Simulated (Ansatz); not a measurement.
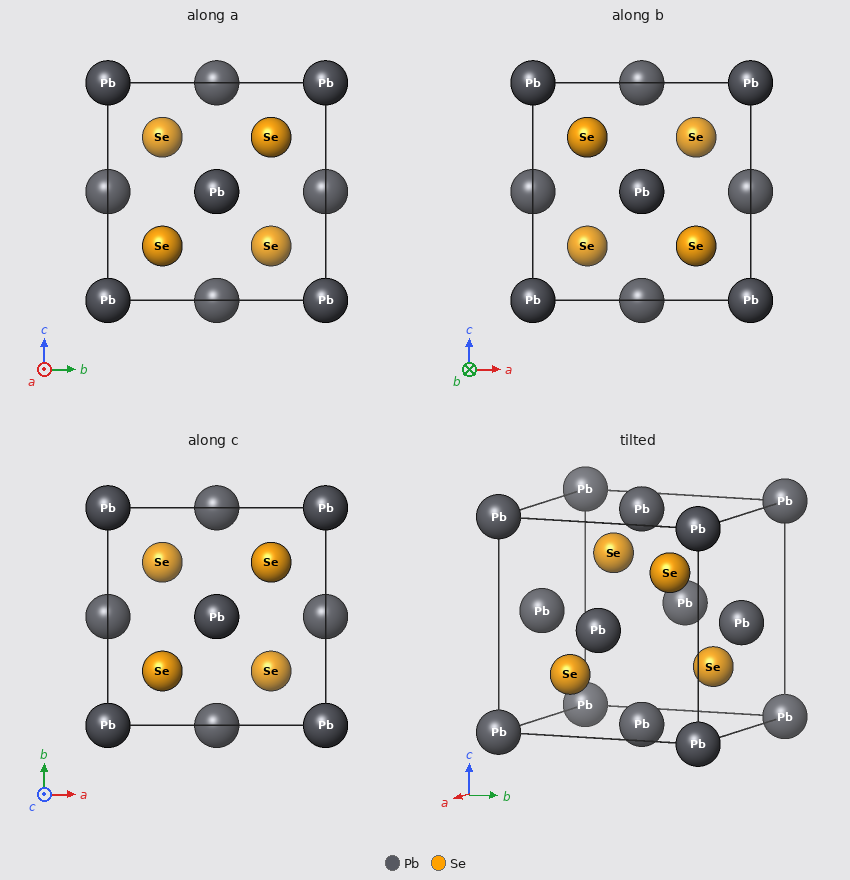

We look at a spheres-only model of the crystal along the a axis, along the b axis, along the c axis and slightly off an axis. The lines enclose the conventional unit cell; boundary atoms appear with their images.

Lattice parameters: a = 6.443 Å, b = 6.443 Å, c = 6.443 Å, α = 90.00°, β = 90.00°, γ = 90.00°.

**Put the structure into a table of Wyckoff sites.**

Space group F-43m (No. 216).
```
atom  site       x       y       z
  Pb    4a  0.0000  0.0000  0.0000
  Se    4d  0.2500  0.2500  0.7500
```

The structure was taken from a structure type filled with these elements by a generator (whether the compound takes this form wasn't checked). Earlier steps of the study may have refined or changed the cell and positions. An electronic-structure calculation with Ansatz was run on it.

At this level of theory the cell isn't at rest (compressed, at 6 GPa), so its distances can differ from those at equilibrium, the more so the softer the solid.
